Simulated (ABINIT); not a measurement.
**Run report: SrO, dielectric calculation (part 2 of 2)**

The same run, continued: SrO (Fm-3m, 2 atoms in the cell); Kohn-Sham DFT of a periodic cell, PBE, PseudoDojo NC SR PBE v0.4.1 standard, no spin polarisation (ABINIT 10.8.3); cutoff 952.4 eV, 4×4×4 k-mesh, fixed occupations. The structure derives from an entry of the Crystallography Open Database.

Geometry of the input (Å; fractional positions):
```
0.0000  2.5663  2.5663
2.5663  0.0000  2.5663
2.5663  2.5663  0.0000
Sr 0.5000  0.5000  0.5000
O  0.0000  0.0000  0.0000
```

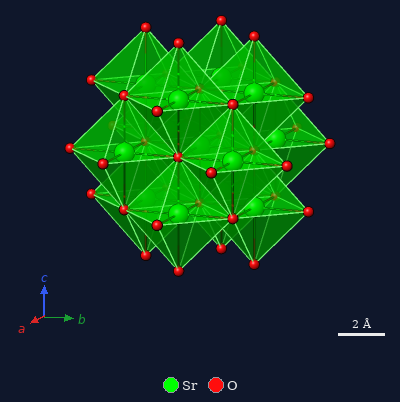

Figure 1. The structure (polyhedral view of the cell 4 times as large as that of the calculation, set on its symmetry axes, seen slightly off an axis; polyhedra are completed across the faces of the cell). An atom can appear more than once, as a periodic image.

### Output, continued
```
 getcut: wavevector=  0.0000  0.0000  0.0000  ngfft=  40  40  40
         ecut(hartree)=     35.000   => boxcut(ratio)=   2.18998
--------------------------------------------------------------------------------

 ==>  initialize data related to q vector <==

 The list of irreducible perturbations for this q vector is:
    1)    idir= 1    ipert=   3
    2)    idir= 2    ipert=   3
    3)    idir= 3    ipert=   3

================================================================================

--------------------------------------------------------------------------------
 Perturbation wavevector (in red.coord.)   0.000000  0.000000  0.000000
 Perturbation : derivative vs k along direction   1
 The set of symmetries contains only one element for this perturbation.
 symkpt : not enough symmetry to change the number of k points.

--------------------------------------------------------------------------------

--------------------------------------------------------------------------------

 Initialisation of the first-order wave-functions :
  ireadwf=   0

--- !BeginCycle
iteration_state: {dtset: 2, }
solver: {iscf: -3, nstep: 80, nline: 4, wfoptalg: 0, }
tolerances: {tolwfr: 1.00E-18, }
...

     iter   2DEtotal(Ha)        deltaE(Ha) residm    vres2
-ETOT  1  -20.395393198481     -2.040E+01 3.530E-01 0.000E+00
 ETOT  2  -20.450731590628     -5.534E-02 8.183E-03 0.000E+00
 ETOT  3  -20.451722033609     -9.904E-04 1.395E-04 0.000E+00
 ETOT  4  -20.451749751304     -2.772E-05 9.196E-06 0.000E+00
 ETOT  5  -20.451750704658     -9.534E-07 1.881E-07 0.000E+00
 ETOT  6  -20.451750740505     -3.585E-08 1.718E-08 0.000E+00
 ETOT  7  -20.451750741941     -1.436E-09 3.667E-10 0.000E+00
 ETOT  8  -20.451750742001     -5.960E-11 3.542E-11 0.000E+00
 ETOT  9  -20.451750742003     -2.547E-12 7.504E-13 0.000E+00
 ETOT 10  -20.451750742003     -1.066E-13 7.444E-14 0.000E+00
 ETOT 11  -20.451750742003     -7.105E-15 1.565E-15 0.000E+00
 ETOT 12  -20.451750742003      0.000E+00 1.583E-16 0.000E+00
 ETOT 13  -20.451750742003     -7.105E-15 3.311E-18 0.000E+00
 ETOT 14  -20.451750742003     -3.553E-15 9.966E-19 0.000E+00

 At SCF step   14   max residual=  9.97E-19 < tolwfr=  1.00E-18 =>converged.
================================================================================

 ----iterations are completed or convergence reached----

 Mean square residual over all n,k,spin=   47.805E-20; max=  99.664E-20
 dfpt_looppert : ek2=    4.0286394060E+01
          f-sum rule ratio=    9.9919899704E-01
 Expectation of eigenvalue derivatives (hartree) for nkpt= 128  k points:
  (in case of degenerate eigenvalues, averaged derivative)
 kpt#   1, nband=  8, wtk=  0.00781, kpt= -0.1250 -0.2500  0.0000 (reduced coord)
  -0.00355   -0.03632    0.02406    0.03397    0.03587    0.03827   -0.11804   -0.08072
 prteigrs : prtvol=0 or 1, do not print more k-points.

 2DEtotal=   -0.2045175074E+02 Ha. Also 2DEtotal=   -0.556520488847E+03 eV
    (  non-var. 2DEtotal :   -2.0451750740E+01 Ha)

--------------------------------------------------------------------------------
 Perturbation wavevector (in red.coord.)   0.000000  0.000000  0.000000
 Perturbation : derivative vs k along direction   2
 The set of symmetries contains only one element for this perturbation.
 symkpt : not enough symmetry to change the number of k points.

--------------------------------------------------------------------------------

--------------------------------------------------------------------------------

 Initialisation of the first-order wave-functions :
  ireadwf=   0

--- !BeginCycle
iteration_state: {dtset: 2, }
solver: {iscf: -3, nstep: 80, nline: 4, wfoptalg: 0, }
tolerances: {tolwfr: 1.00E-18, }
...

     iter   2DEtotal(Ha)        deltaE(Ha) residm    vres2
-ETOT  1  -20.395393198194     -2.040E+01 3.530E-01 0.000E+00
 ETOT  2  -20.450731590305     -5.534E-02 8.183E-03 0.000E+00
 ETOT  3  -20.451722033286     -9.904E-04 1.395E-04 0.000E+00
 ETOT  4  -20.451749750980     -2.772E-05 9.196E-06 0.000E+00
 ETOT  5  -20.451750704335     -9.534E-07 1.881E-07 0.000E+00
 ETOT  6  -20.451750740182     -3.585E-08 1.718E-08 0.000E+00
 ETOT  7  -20.451750741617     -1.436E-09 3.667E-10 0.000E+00
 ETOT  8  -20.451750741677     -5.961E-11 3.542E-11 0.000E+00
 ETOT  9  -20.451750741680     -2.526E-12 7.504E-13 0.000E+00
 ETOT 10  -20.451750741680     -1.030E-13 7.444E-14 0.000E+00
 ETOT 11  -20.451750741680     -1.776E-14 1.565E-15 0.000E+00
 ETOT 12  -20.451750741680      3.553E-15 1.583E-16 0.000E+00
 ETOT 13  -20.451750741680      7.105E-15 3.311E-18 0.000E+00
 ETOT 14  -20.451750741680     -1.066E-14 9.966E-19 0.000E+00

 At SCF step   14   max residual=  9.97E-19 < tolwfr=  1.00E-18 =>converged.
================================================================================

 ----iterations are completed or convergence reached----

 Mean square residual over all n,k,spin=   47.853E-20; max=  99.664E-20
 dfpt_looppert : ek2=    4.0286394060E+01
          f-sum rule ratio=    9.9919899702E-01
 Expectation of eigenvalue derivatives (hartree) for nkpt= 128  k points:
  (in case of degenerate eigenvalues, averaged derivative)
 kpt#   1, nband=  8, wtk=  0.00781, kpt= -0.1250 -0.2500  0.0000 (reduced coord)
  -0.01460    0.12820    0.01313    0.00829   -0.07722    0.13041    0.14215    0.09953
 prteigrs : prtvol=0 or 1, do not print more k-points.

 2DEtotal=   -0.2045175074E+02 Ha. Also 2DEtotal=   -0.556520488838E+03 eV
    (  non-var. 2DEtotal :   -2.0451750740E+01 Ha)

--------------------------------------------------------------------------------
 Perturbation wavevector (in red.coord.)   0.000000  0.000000  0.000000
 Perturbation : derivative vs k along direction   3
 The set of symmetries contains only one element for this perturbation.
 symkpt : not enough symmetry to change the number of k points.

--------------------------------------------------------------------------------

--------------------------------------------------------------------------------

 Initialisation of the first-order wave-functions :
  ireadwf=   0

--- !BeginCycle
iteration_state: {dtset: 2, }
solver: {iscf: -3, nstep: 80, nline: 4, wfoptalg: 0, }
tolerances: {tolwfr: 1.00E-18, }
...

     iter   2DEtotal(Ha)        deltaE(Ha) residm    vres2
-ETOT  1  -20.395393197871     -2.040E+01 3.530E-01 0.000E+00
 ETOT  2  -20.450731589981     -5.534E-02 8.183E-03 0.000E+00
 ETOT  3  -20.451722032962     -9.904E-04 1.395E-04 0.000E+00
 ETOT  4  -20.451749750657     -2.772E-05 9.196E-06 0.000E+00
 ETOT  5  -20.451750704011     -9.534E-07 1.881E-07 0.000E+00
 ETOT  6  -20.451750739858     -3.585E-08 1.718E-08 0.000E+00
 ETOT  7  -20.451750741294     -1.436E-09 3.667E-10 0.000E+00
 ETOT  8  -20.451750741353     -5.963E-11 3.542E-11 0.000E+00
 ETOT  9  -20.451750741356     -2.537E-12 7.504E-13 0.000E+00
 ETOT 10  -20.451750741356     -9.237E-14 7.444E-14 0.000E+00
 ETOT 11  -20.451750741356     -2.132E-14 1.565E-15 0.000E+00
 ETOT 12  -20.451750741356     -3.553E-15 1.583E-16 0.000E+00
 ETOT 13  -20.451750741356      3.553E-15 3.311E-18 0.000E+00
 ETOT 14  -20.451750741356     -3.553E-15 9.966E-19 0.000E+00

 At SCF step   14   max residual=  9.97E-19 < tolwfr=  1.00E-18 =>converged.
================================================================================

 ----iterations are completed or convergence reached----

 Mean square residual over all n,k,spin=   47.842E-20; max=  99.664E-20
 dfpt_looppert : ek2=    4.0286394060E+01
          f-sum rule ratio=    9.9919899700E-01
 Expectation of eigenvalue derivatives (hartree) for nkpt= 128  k points:
  (in case of degenerate eigenvalues, averaged derivative)
 kpt#   1, nband=  8, wtk=  0.00781, kpt= -0.1250 -0.2500  0.0000 (reduced coord)
   0.00908   -0.04594   -0.01859   -0.02113    0.02067   -0.08434   -0.01205   -0.00940
 prteigrs : prtvol=0 or 1, do not print more k-points.

 2DEtotal=   -0.2045175074E+02 Ha. Also 2DEtotal=   -0.556520488830E+03 eV
    (  non-var. 2DEtotal :   -2.0451750739E+01 Ha)
================================================================================

 ---- first-order wavefunction calculations are completed ----

 Total localisation tensor (bohr^2) in cartesian coordinates
  WARNING : still subject to testing - especially symmetries.
      direction              matrix element
   alpha     beta       real part   imaginary part
     1        1       1.0832756632   -0.0000000000
     1        2       0.5416378316   -0.0000000000
     1        3       0.5416378316   -0.0000000000
     2        1       0.5416378316   -0.0000000000
     2        2       1.0832756632   -0.0000000000
     2        3       0.5416378316   -0.0000000000
     3        1       0.5416378316   -0.0000000000
     3        2       0.5416378316   -0.0000000000
     3        3       1.0832756632   -0.0000000000

 respfn : d/dk was computed, but no 2DTE, so no DDB output.

================================================================================
== DATASET  3 ==================================================================

--- !DatasetInfo
iteration_state: {dtset: 3, }
dimensions: {natom: 2, nkpt: 128, mband: 8, nsppol: 1, nspinor: 1, nspden: 1, mpw: 2264, }
cutoff_energies: {ecut:  35.0, pawecutdg:  -1.0, }
electrons: {nelect:   1.60000000E+01, charge:   0.00000000E+00, occopt:   1.00000000E+00, tsmear:   1.00000000E-02, }
meta: {optdriver: 1, rfelfd: 3, }
...

 mkfilename : getwfk/=0, take file _WFK from output of DATASET   1.

 mkfilename : getddk/=0, take file _1WF from output of DATASET   2.

 Exchange-correlation functional for the present dataset will be:
  GGA: Perdew-Burke-Ernzerhof functional - ixc=11
  J.P.Perdew, K.Burke, M.Ernzerhof, PRL 77, 3865 (1996)

 Real(R)+Recip(G) space primitive vectors, cartesian coordinates (Bohr,Bohr^-1):
 R(1)=  0.0000000  4.8496042  4.8496042  G(1)= -0.1031012  0.1031012  0.1031012
 R(2)=  4.8496042  0.0000000  4.8496042  G(2)=  0.1031012 -0.1031012  0.1031012
 R(3)=  4.8496042  4.8496042  0.0000000  G(3)=  0.1031012  0.1031012 -0.1031012
 Unit cell volume ucvol=  2.2811239E+02 bohr^3
 Angles (23,13,12)=  6.00000000E+01  6.00000000E+01  6.00000000E+01 degrees
 setup1 : take into account q-point for computing boxcut.

 getcut: wavevector=  0.0000  0.0000  0.0000  ngfft=  40  40  40
         ecut(hartree)=     35.000   => boxcut(ratio)=   2.18998
--------------------------------------------------------------------------------

 ==>  initialize data related to q vector <==

 The list of irreducible perturbations for this q vector is:
    1)    idir= 1    ipert=   4

================================================================================

 The perturbation idir=   2  ipert=   4 is
 symmetric of a previously calculated perturbation.
 So, its SCF calculation is not needed.

 The perturbation idir=   3  ipert=   4 is
 symmetric of a previously calculated perturbation.
 So, its SCF calculation is not needed.

--------------------------------------------------------------------------------
 Perturbation wavevector (in red.coord.)   0.000000  0.000000  0.000000
 Perturbation : homogeneous electric field along direction   1
 The set of symmetries contains only one element for this perturbation.
 symkpt : not enough symmetry to change the number of k points.

--------------------------------------------------------------------------------

--------------------------------------------------------------------------------

 Initialisation of the first-order wave-functions :
  ireadwf=   0

--- !BeginCycle
iteration_state: {dtset: 3, }
solver: {iscf: 7, nstep: 80, nline: 4, wfoptalg: 0, }
tolerances: {tolvrs: 1.00E-09, }
...

     iter   2DEtotal(Ha)        deltaE(Ha) residm    vres2
-ETOT  1  -60.056531288734     -6.006E+01 1.595E+00 9.946E+03
 ETOT  2  -62.613047958884     -2.557E+00 6.275E-02 9.408E+02
 ETOT  3  -62.925179548306     -3.121E-01 1.597E-03 4.634E+01
 ETOT  4  -62.936596386616     -1.142E-02 1.153E-04 4.517E-01
 ETOT  5  -62.936675179578     -7.879E-05 6.552E-06 1.993E-02
 ETOT  6  -62.936680573311     -5.394E-06 4.994E-07 5.885E-04
 ETOT  7  -62.936680812308     -2.390E-07 1.391E-08 8.526E-06
 ETOT  8  -62.936680815694     -3.386E-09 1.058E-09 1.845E-07
 ETOT  9  -62.936680815816     -1.220E-10 1.929E-11 7.541E-10

 At SCF step    9       vres2   =  7.54E-10 < tolvrs=  1.00E-09 =>converged.
-open ddk wf file :runo_DS2_1WF7
-open ddk wf file :runo_DS2_1WF8
-open ddk wf file :runo_DS2_1WF9
================================================================================

 ----iterations are completed or convergence reached----

 Mean square residual over all n,k,spin=   22.955E-14; max=  19.293E-12

 2DEtotal=   -0.6293668082E+02 Ha. Also 2DEtotal=   -0.171259433072E+04 eV
    (  non-var. 2DEtotal :   -6.2936676301E+01 Ha)
================================================================================

 ---- first-order wavefunction calculations are completed ----

 ==> Compute Derivative Database <==
 The violation of the charge neutrality conditions
 by the effective charges is as follows :
    atom        electric field
 displacement     direction
       1               1        0.012785        0.000000
       1               2        0.000000        0.000000
       1               3        0.000000        0.000000
       2               1        0.000000        0.000000
       2               2        0.012785        0.000000
       2               3       -0.000000        0.000000
       3               1       -0.000000        0.000000
       3               2       -0.000000        0.000000
       3               3        0.012785        0.000000

 Effective charge tensors after
 imposition of the charge neutrality (if requested by user),
 and eventual restriction to some part :
   atom    displacement
         1         1    2.450356E+00   -9.636493E-16   -3.525509E-15
         1         2    2.589064E-15    2.450356E+00    3.529836E-15
         1         3   -2.589064E-15    9.636493E-16    2.450356E+00
         2         1   -2.450356E+00    9.636493E-16    3.525509E-15
         2         2   -2.589064E-15   -2.450356E+00   -3.529836E-15
         2         3    2.589064E-15   -9.636493E-16   -2.450356E+00
 Now, the imaginary part of the dynamical matrix is zeroed

  Dielectric tensor, in cartesian coordinates,
     j1       j2             matrix element
  dir pert dir pert     real part    imaginary part

   1    4   1    4         3.7539520939        -0.0000000000

   2    4   2    4         3.7539520939        -0.0000000000

   3    4   3    4         3.7539520939        -0.0000000000

  Effective charges, in cartesian coordinates,
  (from electric field response)
   if specified in the inputs, charge neutrality has been imposed
     j1       j2             matrix element
  dir pert dir pert     real part    imaginary part

   1    1   1    4         2.4503558068         0.0000000000
   1    2   1    4        -2.4503558068         0.0000000000

   2    1   2    4         2.4503558068         0.0000000000
   2    2   2    4        -2.4503558068         0.0000000000

   3    1   3    4         2.4503558068         0.0000000000
   3    2   3    4        -2.4503558068         0.0000000000

== END DATASET(S) ==============================================================
================================================================================

 -outvars: echo values of variables after computation  --------
            acell      1.0000000000E+00  1.0000000000E+00  1.0000000000E+00 Bohr
           etotal1    -5.0890765373E+01
           etotal2    -2.0451750741E+01
           etotal3    -6.2936680816E+01
            fcart1    -0.0000000000E+00 -0.0000000000E+00 -0.0000000000E+00
                      -0.0000000000E+00 -0.0000000000E+00 -0.0000000000E+00
            fcart3     0.0000000000E+00  0.0000000000E+00  0.0000000000E+00
                       0.0000000000E+00  0.0000000000E+00  0.0000000000E+00
            rprim      0.0000000000E+00  4.8496041536E+00  4.8496041536E+00
                       4.8496041536E+00  0.0000000000E+00  4.8496041536E+00
                       4.8496041536E+00  4.8496041536E+00  0.0000000000E+00
           strten1    -7.9187941979E-05 -7.9187941979E-05 -7.9187941979E-05
                       0.0000000000E+00  0.0000000000E+00  0.0000000000E+00
           strten3     0.0000000000E+00  0.0000000000E+00  0.0000000000E+00
                       0.0000000000E+00  0.0000000000E+00  0.0000000000E+00
           xangst      2.5662999982E+00  2.5662999982E+00  2.5662999982E+00
                       0.0000000000E+00  0.0000000000E+00  0.0000000000E+00
             xred      5.0000000000E-01  5.0000000000E-01  5.0000000000E-01
                       0.0000000000E+00  0.0000000000E+00  0.0000000000E+00
 Calculation completed.
```

### File anaddb.abo
```
.Version 10.8.3 of ANADDB
================================================================================

 -outvars_anaddb: echo values of input variables ----------------------

 Flags :
     dieflag         2
 Miscellaneous information :
         asr         2

================================================================================

 read the DDB information and perform some checks

  ==== Info on the Cryst% object ====
 Real(R)+Recip(G) space primitive vectors, cartesian coordinates (Bohr,Bohr^-1):
 R(1)=  0.0000000  4.8496042  4.8496042  G(1)= -0.1031012  0.1031012  0.1031012
 R(2)=  4.8496042  0.0000000  4.8496042  G(2)=  0.1031012 -0.1031012  0.1031012
 R(3)=  4.8496042  4.8496042  0.0000000  G(3)=  0.1031012  0.1031012 -0.1031012
 Unit cell volume ucvol=  2.2811239E+02 bohr^3
 Angles (23,13,12)=  6.00000000E+01  6.00000000E+01  6.00000000E+01 degrees
 Time-reversal symmetry is present
 Reduced atomic positions [iatom, xred, symbol]:
    1)    0.5000000  0.5000000  0.5000000  Sr
    2)    0.0000000  0.0000000  0.0000000   O

 DDB file with 3 blocks has been read.

================================================================================

 Dielectric Tensor and Effective Charges

 anaddb : Zero the imaginary part of the Dynamical Matrix at Gamma,
   and impose the ASR on the effective charges

 The violation of the charge neutrality conditions
 by the effective charges is as follows :
    atom        electric field
 displacement     direction
       1               1        0.012785        0.000000
       1               2        0.000000        0.000000
       1               3        0.000000        0.000000
       2               1        0.000000        0.000000
       2               2        0.012785        0.000000
       2               3       -0.000000        0.000000
       3               1       -0.000000        0.000000
       3               2       -0.000000        0.000000
       3               3        0.012785        0.000000

 Effective charge tensors after
 imposition of the charge neutrality (if requested by user),
 and eventual restriction to some part :
   atom    displacement
         1         1    2.450356E+00   -1.759829E-16   -1.760424E-16
         1         2   -1.759829E-16    2.450356E+00    1.759234E-16
         1         3    1.759829E-16    1.759829E-16    2.450356E+00
         2         1   -2.450356E+00    1.759829E-16    1.760424E-16
         2         2    1.759829E-16   -2.450356E+00   -1.759234E-16
         2         3   -1.759829E-16   -1.759829E-16   -2.450356E+00
 Now, the imaginary part of the dynamical matrix is zeroed

================================================================================

 anaddb : the run completed successfully.
```

### Results in brief

- outcome: converged
- space group (tolerance 0.01 Å): Fm-3m (225)
- electrons treated: 16
- free energy: −1384.8083 eV
- Fermi energy: 5.630 eV
- pressure: 2.33 GPa
- largest force (length of the vector): under 0.001 eV/Å
- ε∞ (xx, yy, zz): 3.75, 3.75, 3.75
- Born charges (mean of the diagonal): Sr1 (2.45 e); O2 (−2.45 e)
- hardware: 4 threads of Arm Neoverse V2, 24 GiB of memory available, shared host
- wall time: 67 s (CPU time 4.5 min)
- peak memory: 0.44 GiB

### Notes

Points of doubt noted for this run: cutoff too low for stress. The k-point mesh is coarse for a cell of this size, so the results may not be converged.
